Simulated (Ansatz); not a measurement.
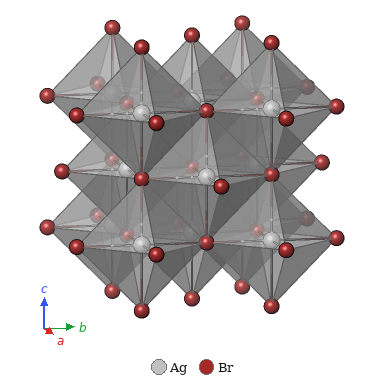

System: AgBr, space group Fm-3m (No. 225). The picture shows the conventional cell.

The given structure:
```
CELL_PARAMETERS angstrom
0.00000 2.87015 2.87015
2.87015 0.00000 2.87015
2.87015 2.87015 0.00000
ATOMIC_POSITIONS crystal
Ag 0.00000 0.00000 0.00000
Br 0.50000 0.50000 0.50000
```

Computed with Ansatz 0.2.0: plane-wave DFT, no spin polarisation; energies at scaled volumes of the given cell, shape and fractions fixed, counted from the fit's minimum, third-order Birch-Murnaghan fit. Level: HSE06.

```json
{"setting": "k mesh", "value": "6×6×6"}
{"setting": "occupations", "value": "Fermi–Dirac"}
{"setting": "smearing width", "value": "0.05 eV"}
{"setting": "potentials", "value": "Ansatz PAW"}
{"setting": "wave cutoff", "value": "420 eV"}
{"setting": "density cutoff", "value": "1680 eV"}
```

Predict the energy and pressure against volume. The volume takes the values 22.23, 22.70, 23.17, 23.64, 24.12, 24.59, 25.06 Å³/atom.

A third-order Birch–Murnaghan fit gives V0 = 24.77 Å³/atom, B0 = 38.5 GPa and B′ = 5.4. The energy is 39.84 meV/atom at volume 22.23 Å³/atom and 0.39 meV/atom at 25.06 Å³/atom; the lowest computed point is at volume 24.59 Å³/atom (0.16 meV/atom), and no other minimum shows. The pressure falls from 5.62 GPa at volume 22.23 Å³/atom to −0.44 GPa at 25.06 Å³/atom, and changes sign near 24.78 Å³/atom.

| volume (Å³/atom) | energy (meV/atom) | pressure (GPa) |
| --- | --- | --- |
| 22.23 | 39.84 | 5.62 |
| 22.70 | 25.27 | 4.27 |
| 23.17 | 14.42 | 3.09 |
| 23.64 | 6.86 | 2.04 |
| 24.12 | 2.24 | 1.11 |
| 24.59 | 0.16 | 0.29 |
| 25.06 | 0.39 | −0.44 |

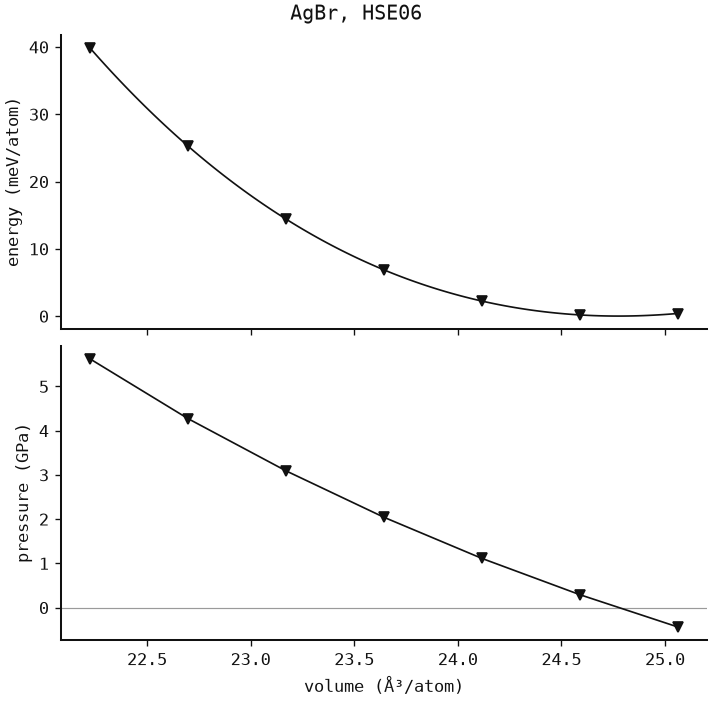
